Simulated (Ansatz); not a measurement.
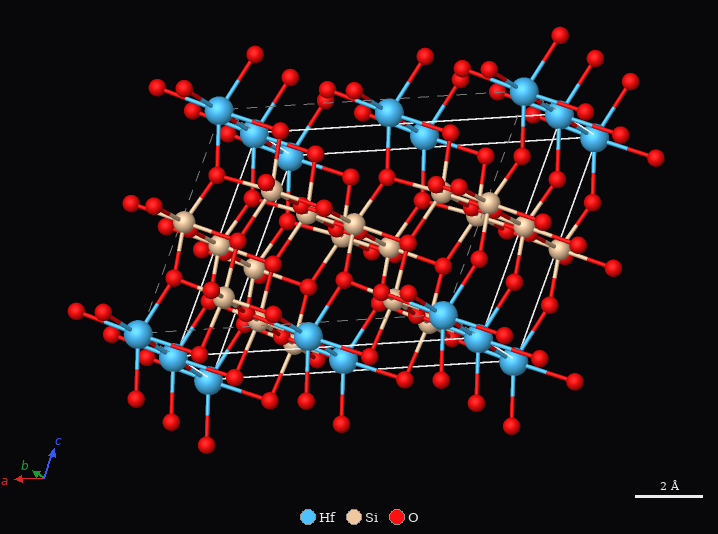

This ball-and-stick model is shown from a general direction. One conventional unit cell is drawn solid; the view covers 1×2×1 cells. Some neighbours outside the box are added.

HfSi3O8, space group Cm (No. 8), a = 9.67 Å, b = 3.63 Å, c = 7.24 Å, α = 90.00°, β = 110.77°, γ = 90.00°.

Theory: DFT, r2SCAN, plane waves, PAW (Ansatz 0.2.0). Numerical settings: a 500 eV plane-wave basis, k-points about 0.31 Å⁻¹ apart, no spin polarisation.

How large a gap does the method give, if there is one?

An insulator at this level, with a gap of 5.22 eV, indirect; the smallest direct gap is 5.27 eV.

State the electronic part of the dielectric constant.

ε∞ averages 3.4.

The structure was taken from a structure type filled with these elements by a generator (whether the compound takes this form wasn't checked). Earlier steps of the study, as a rule a relaxation of our own, may have changed the cell and positions, so they can lie some per cent off the listed ones. Ansatz was used for an electronic-structure calculation on it.
